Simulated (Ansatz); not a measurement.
## CaF$_{2}$: geometry relaxation (part 1 of 2)

The run: geometry relaxation of CaF$_{2}$ (Fm-3m, 3 atoms in the cell). Method and program: DFT LDA, scalar-relativistic, plane waves, PAW, no spin polarisation (Ansatz 0.2.0).

The structure derives from an entry of the Crystallography Open Database. It belongs to a series of runs on one base structure; here: relaxed at 9 GPa.

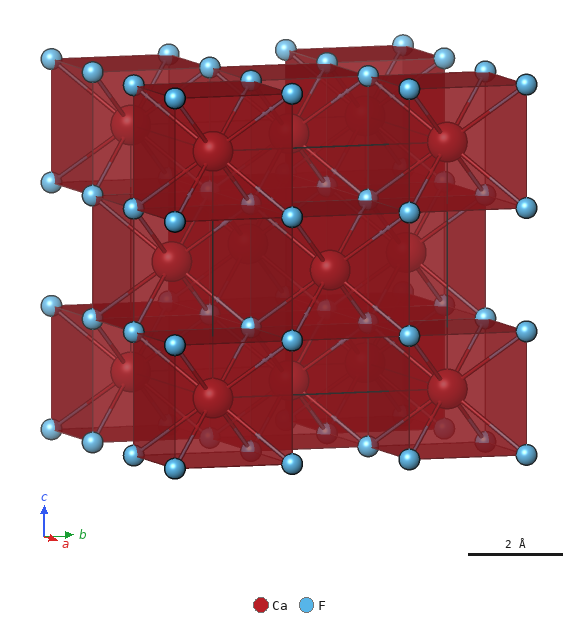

Fig. 1: The structure as given in the input (polyhedral view of the cell 4 times as large as that of the calculation, set on its symmetry axes, seen slightly off an axis; polyhedra are completed across the faces of the cell).

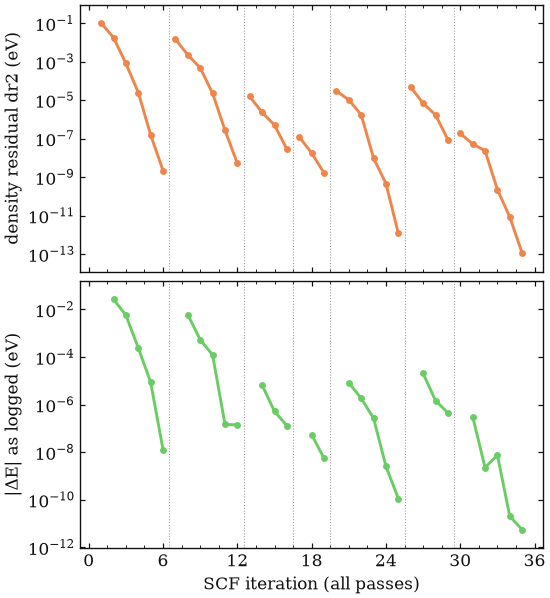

Fig. 2: Convergence of the self-consistent field: density residual dr2 and size of the energy change against the SCF iteration. The dotted lines part the SCF passes of the relaxation: geometry steps, rejected trials and re-solves on a re-selected basis. The 7 passes take 3 to 6 iterations each, 35 in all.

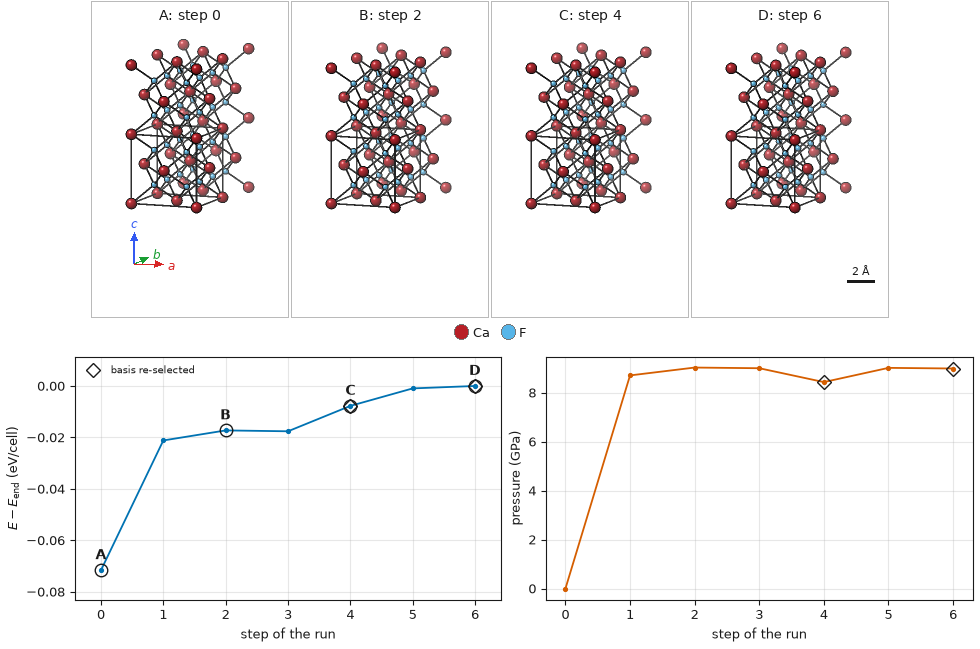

Fig. 3: Frames of the relaxation (ball-and-stick view of the cell 4 times as large as that of the calculation, set on its symmetry axes, repeated 1 × 2 × 2, seen slightly off an axis) above the curves, on which the letters mark them (the first geometry is step 0 here and step 1 in the log).

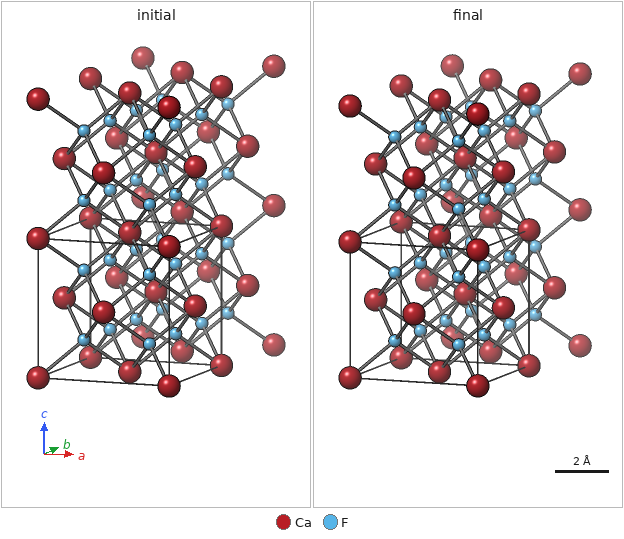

Fig. 4: Before (left) and after (right) the relaxation, at one scale (ball-and-stick view of the cell 4 times as large as that of the calculation, set on its symmetry axes, repeated 1 × 2 × 2, seen slightly off an axis). The atoms keep their places relative to the cell (all moves are under 0.005 Å). The drawn cell changes as follows: a = b = c 5.326 → 5.195 Å (−2.5 %); the volume changes by −7.2 %. Among the contacts that change: Ca1–F2 2.306 → 2.249 Å. The space group stays Fm-3m (No. 225). The energy rises by 70.7 meV per cell of the calculation in 4 geometry steps. With the target pressure of 9 GPa, the enthalpy E + pV changes by −82.3 meV per cell of the calculation. All forces vanish by symmetry, so only the cell relaxes. Pressure: 0.00 GPa at the start and 8.99 GPa at the end. 1 further SCF at an unchanged geometry re-selected the plane-wave basis for the new cell. The energy change given includes the shifts at the re-selections in mid-walk, which come without any move. A last SCF at the same geometry on a re-selected plane-wave basis shifts the energy by +0.9 meV per cell of the calculation. (Atoms are counted from 1 in the order of the input.)

The input and output of the run follow.

Input file:
```yaml
crystal:
  lattice:
    - [0.0, 2.6629890288, 2.6629890288]
    - [2.6629890288, 0.0, 2.6629890288]
    - [2.6629890288, 2.6629890288, 0.0]
  atoms:
    - { symbol: Ca, position: [0.0, 0.0, 0.0] }
    - { symbol: F, position: [0.25, 0.25, 0.25] }
    - { symbol: F, position: [0.75, 0.75, 0.75] }
basis:
  ecutwfc: 420
kpoints:
  mp_grid: { grid: [8, 8, 8] }
hamiltonian:
  xc: lda
scf:
  occupations: { method: fixed }
output:
  forces: true
  stress: true
  eigenvalues: true
relax:
  adjacent_minimum: "off"
  f_tol: 0.001
  max_steps: 60
  cell: { stress_tol: 0.02, p_target: 9.0 }
```

Launch command:
```bash
ansatz run input.yaml --threads 1 --pin off --max-ram 3072MiB --backend cpu --events-out ev --progress --plain --runs-dir out
```

The program's output:
```
Engine: ansatz 0.2.0, x86_64-unknown-linux-gnu
Pseudopotentials: kind: paw
Pseudopotential: Ca, paw, valence charge 10, recommended cutoff 420 eV (normal), Ca.paw.azcp
Pseudopotential: F, paw, valence charge 7, recommended cutoff 420 eV (normal), F.paw.azcp
Functional definition: SPW92
  exchange = slater_x
  correlation = pw_c
Crystal: 3 atoms, lattice volume = 37.769 Å³
Basis set: ecut = 420 eV, 725 PW (Γ)
Bands: 16, of which v1, the nominal top of the filled ones, is band 12 counted from 1 (11 counted from 0)
Symmetry: 48 space group operations
Space group: Fm-3m (ITA 225), of the structure as read, at distance tolerance 3.4e-5 Å
k-points: 29 of 512
Non-local potential: Ca, projectors of the file, l = 0: 3, l = 1: 2, l = 2: 2
Non-local potential: F, projectors of the file, l = 0: 2, l = 1: 2, l = 2: 1
PAW form: soft (Blöchl's): semilocal exchange-correlation on the pseudo side does not see the compensation charge
PAW frozen core: Ca, regenerated for the run's functional, and the local potential with it (the file was generated under x = pbe(κ = 0.804, μ = 0.2195149727645171), c = pbe(β = 0.06672455060314922))
PAW frozen core: F, regenerated for the run's functional, and the local potential with it (the file was generated under x = pbe(κ = 0.804, μ = 0.2195149727645171), c = pbe(β = 0.06672455060314922))
PAW one-centre angular grid: Ca, 110 points (default); XC on 64 Gauss nodes
PAW one-centre angular grid: F, 110 points (default); XC on 64 Gauss nodes
Initial density: superposition of atomic densities (neutral atoms: chi_scale 0, normalization atom), corrected by the library's trained network
Initial wavefunctions: pseudopotential atomic-orbital guess
Functional: x = slater, c = lda
SCF iter   1: F=—  HF=-3366.688697 eV  |F-HF|=—  |Δ(HF+E_count)|=         —  Δρ=1.95e-2  dr2=1.02e-1  ethr=1.77e-3  ⟨swp⟩=4.3  Hψ=2335  notcnv=0  defer=27
preconditioner: auto → none  [insulator: Δε(μ)=7.107 eV  Ē_g=18.384 eV  n_scr=14 (ndim 8)  ℏωp=28.3 eV  f_vac=0.099  ε∞_Penn≈3.4]
SCF iter   2: F=—  HF=-3366.662067 eV  |F-HF|=—  |Δ(HF+E_count)|=   2.66e-2  Δρ=1.00e-2  dr2=1.77e-2  ethr=4.24e-4  ⟨swp⟩=2.0  Hψ=1046  notcnv=0  defer=52
SCF iter   3: F=—  HF=-3366.656326 eV  |F-HF|=—  |Δ(HF+E_count)|=   5.74e-3  Δρ=2.03e-3  dr2=8.06e-4  ethr=7.38e-5  ⟨swp⟩=2.0  Hψ=736  notcnv=0  defer=52
SCF iter   4: F=—  HF=-3366.656085 eV  |F-HF|=—  |Δ(HF+E_count)|=   2.41e-4  Δρ=4.91e-4  dr2=2.49e-5  ethr=3.36e-6  ⟨swp⟩=2.2  Hψ=707  notcnv=0  defer=55
SCF iter   5: F=—  HF=-3366.656077 eV  |F-HF|=—  |Δ(HF+E_count)|=   8.60e-6  Δρ=3.34e-5  dr2=1.56e-7  ethr=1.04e-7  ⟨swp⟩=2.6  Hψ=773  notcnv=0  defer=20
SCF iter   6: F=-3366.656077 eV  HF=-3366.656077 eV  |F-HF|=1.35e-9  |Δ(HF+E_count)|=   1.24e-8  Δρ=2.73e-6  dr2=2.17e-9  ethr=4.17e-10  ⟨swp⟩=6.2  Hψ=2454  notcnv=0
SCF 1 converged in 6 iterations: F = -3366.656077 eV  dr2 = 2.17e-9
  greatest PAW one-centre occupation: 0.996 electrons in one spin orbital (limit 2), on the Ca atom at site 0 (counted from 0), in its partial waves of l = 0
relax step   1: F+E_penalty+E_count = -3366.65607669 eV  Δ(F+E_penalty+E_count) = +0.000e0 eV  max|allowed force component| = 9.637e-18 eV/Å  Δτ_max = 0.0000 Å  P = -0.003 GPa  Ω = 37.769 Å³  (6 SCF iters, dr2 threshold 1.00e-7 eV, accepted)
Crystal: 3 atoms, lattice volume = 35.257 Å³
Basis set: ecut = 420 eV, 701 PW (Γ)
Initial density: handed on by an earlier stage of this run
Initial wavefunctions: those handed on with the density
iter 1 solved again at ethr=5.98e-5 eV; its pass at ethr=3.10e-3 eV (dr2=1.43e-2 eV) is discarded
SCF iter   1: F=—  HF=-3366.612307 eV  |F-HF|=—  |Δ(HF+E_count)|=         —  Δρ=5.10e-3  dr2=1.44e-2  ethr=5.98e-5  ⟨swp⟩=1.2  Hψ=2555  notcnv=0  defer=19
preconditioner: auto → none  [insulator: Δε(μ)=7.761 eV  Ē_g=18.829 eV  n_scr=14 (ndim 8)  ℏωp=29.3 eV  f_vac=0.083  ε∞_Penn≈3.4]
SCF iter   2: F=—  HF=-3366.606289 eV  |F-HF|=—  |Δ(HF+E_count)|=   6.02e-3  Δρ=3.49e-3  dr2=2.25e-3  ethr=5.98e-5  ⟨swp⟩=2.2  Hψ=861  notcnv=0  defer=51
SCF iter   3: F=—  HF=-3366.605757 eV  |F-HF|=—  |Δ(HF+E_count)|=   5.33e-4  Δρ=1.25e-3  dr2=4.72e-4  ethr=9.37e-6  ⟨swp⟩=2.0  Hψ=843  notcnv=0  defer=55
SCF iter   4: F=—  HF=-3366.605634 eV  |F-HF|=—  |Δ(HF+E_count)|=   1.23e-4  Δρ=3.41e-4  dr2=2.26e-5  ethr=1.97e-6  ⟨swp⟩=2.0  Hψ=698  notcnv=0  defer=55
SCF iter   5: F=—  HF=-3366.605634 eV  |F-HF|=—  |Δ(HF+E_count)|=   1.46e-7  Δρ=3.99e-5  dr2=2.72e-7  ethr=1.25e-9  ⟨swp⟩=4.9  Hψ=2550  notcnv=0
SCF iter   6: F=-3366.605634 eV  HF=-3366.605634 eV  |F-HF|=4.88e-9  |Δ(HF+E_count)|=   1.40e-7  Δρ=3.96e-6  dr2=5.19e-9  ethr=1.13e-9  ⟨swp⟩=3.0  Hψ=2070  notcnv=0
SCF 2 converged in 6 iterations: F = -3366.605634 eV  dr2 = 5.19e-9
relax step   2: F+E_penalty+E_count = -3366.60563373 eV  Δ(F+E_penalty+E_count) = +5.044e-2 eV  max|allowed force component| = 3.624e-17 eV/Å  Δτ_max = 0.0000 Å  P = +8.707 GPa  Ω = 35.257 Å³  energy of the carried Pulay correction = +1.417e-2 eV  (6 SCF iters, dr2 threshold 3.00e-7 eV, accepted)
Crystal: 3 atoms, lattice volume = 35.178 Å³
iter 1 solved again at ethr=6.86e-8 eV; its pass at ethr=3.10e-3 eV (dr2=1.65e-5 eV) is discarded
SCF iter   1: F=—  HF=-3366.601740 eV  |F-HF|=—  |Δ(HF+E_count)|=         —  Δρ=1.67e-4  dr2=1.55e-5  ethr=6.86e-8  ⟨swp⟩=2.0  Hψ=2396  notcnv=0
preconditioner: auto → none  [insulator: Δε(μ)=7.832 eV  Ē_g=18.928 eV  n_scr=14 (ndim 8)  ℏωp=29.4 eV  f_vac=0.088  ε∞_Penn≈3.4]
SCF iter   2: F=—  HF=-3366.601733 eV  |F-HF|=—  |Δ(HF+E_count)|=   6.62e-6  Δρ=1.08e-4  dr2=2.28e-6  ethr=6.48e-8  ⟨swp⟩=2.1  Hψ=774  notcnv=0  defer=19
SCF iter   3: F=—  HF=-3366.601733 eV  |F-HF|=—  |Δ(HF+E_count)|=   5.13e-7  Δρ=4.18e-5  dr2=5.09e-7  ethr=9.50e-9  ⟨swp⟩=2.0  Hψ=780  notcnv=0  defer=24
SCF iter   4: F=-3366.601732 eV  HF=-3366.601732 eV  |F-HF|=7.53e-9  |Δ(HF+E_count)|=   1.30e-7  Δρ=1.19e-5  dr2=2.81e-8  ethr=8.97e-10  ⟨swp⟩=6.0  Hψ=2199  notcnv=0
SCF 3 converged in 4 iterations: F = -3366.601732 eV  dr2 = 2.81e-8
relax step   3: F+E_penalty+E_count = -3366.60173246 eV  Δ(F+E_penalty+E_count) = +3.901e-3 eV  max|allowed force component| = 2.853e-17 eV/Å  Δτ_max = 0.0000 Å  P = +9.027 GPa  Ω = 35.178 Å³  energy of the carried Pulay correction = +1.463e-2 eV  (4 SCF iters, dr2 threshold 2.15e-7 eV, accepted)
Crystal: 3 atoms, lattice volume = 35.185 Å³
iter 1 solved again at ethr=4.91e-10 eV; its pass at ethr=3.10e-3 eV (dr2=1.18e-7 eV) is discarded
SCF iter   1: F=—  HF=-3366.602072 eV  |F-HF|=—  |Δ(HF+E_count)|=         —  Δρ=1.71e-5  dr2=1.22e-7  ethr=4.91e-10  ⟨swp⟩=2.0  Hψ=2396  notcnv=0
preconditioner: auto → none  [insulator: Δε(μ)=7.832 eV  Ē_g=18.930 eV  n_scr=14 (ndim 8)  ℏωp=29.4 eV  f_vac=0.088  ε∞_Penn≈3.4]
SCF iter   2: F=—  HF=-3366.602072 eV  |F-HF|=—  |Δ(HF+E_count)|=   5.45e-8  Δρ=1.04e-5  dr2=1.76e-8  ethr=4.91e-10  ⟨swp⟩=2.0  Hψ=806  notcnv=0
SCF iter   3: F=-3366.602072 eV  HF=-3366.602072 eV  |F-HF|=1.45e-9  |Δ(HF+E_count)|=   5.50e-9  Δρ=2.06e-6  dr2=1.65e-9  ethr=7.87e-12  ⟨swp⟩=4.0  Hψ=2350  notcnv=0
SCF 4 converged in 3 iterations: F = -3366.602072 eV  dr2 = 1.65e-9
relax step   4: F+E_penalty+E_count = -3366.60207205 eV  Δ(F+E_penalty+E_count) = -3.396e-4 eV  max|allowed force component| = 2.621e-17 eV/Å  Δτ_max = 0.0000 Å  P = +9.000 GPa  Ω = 35.185 Å³  energy of the carried Pulay correction = +1.459e-2 eV  (3 SCF iters, dr2 threshold 1.89e-9 eV, accepted)
Initial wavefunctions: pseudopotential atomic-orbital guess (no wavefunctions were taken with the density)
iter 1 solved again at ethr=7.48e-7 eV; its pass at ethr=3.10e-3 eV (dr2=1.80e-4 eV) is discarded
```
